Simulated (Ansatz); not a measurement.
Ge

```
CELL_PARAMETERS angstrom
3.00902 0.00000 0.00000
-1.50451 2.60588 0.00000
0.00000 0.00000 4.77939
ATOMIC_POSITIONS crystal
Ge 0.33333 0.66667 0.25000
Ge 0.66667 0.33333 0.75000
```

Space group P6₃/mmc.

Computed with DFT r2SCAN, scalar-relativistic, plane waves, PAW (Ansatz).

> Predict the valence pseudo-density and electron localisation function between the atoms.

Ge–Ge (3.01 Å): ρ is about 0.18 e/Å³ halfway; the ELF is about 0.35 at the midpoint.

> Does the calculation make it a metal, or give it a gap?

It is metallic or semimetallic at this level of theory: no gap opens.

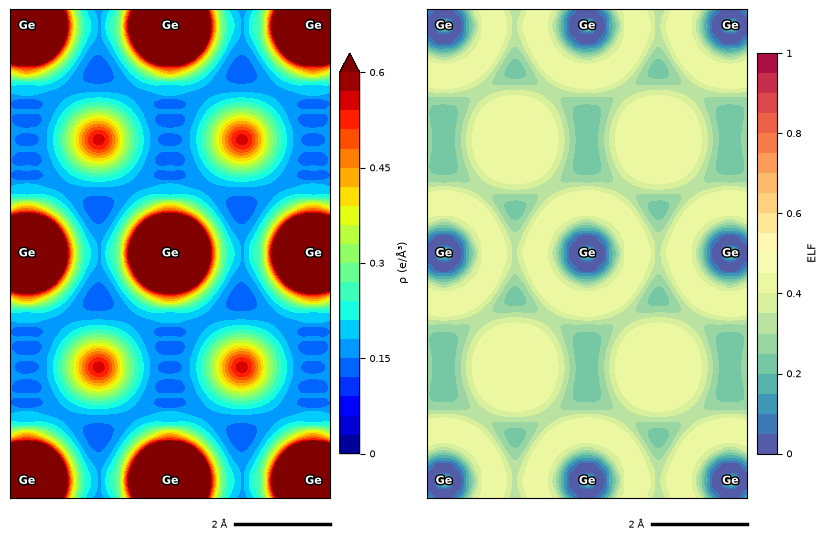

Computed valence pseudo-density and electron localisation function on the (100) plane of the conventional cell, in this order. Atoms just off the plane (Ge, 0.9 Å away) can leave unmarked features too.

Core electrons are frozen (PAW), and the valence fields are smoothed inside the atomic spheres.
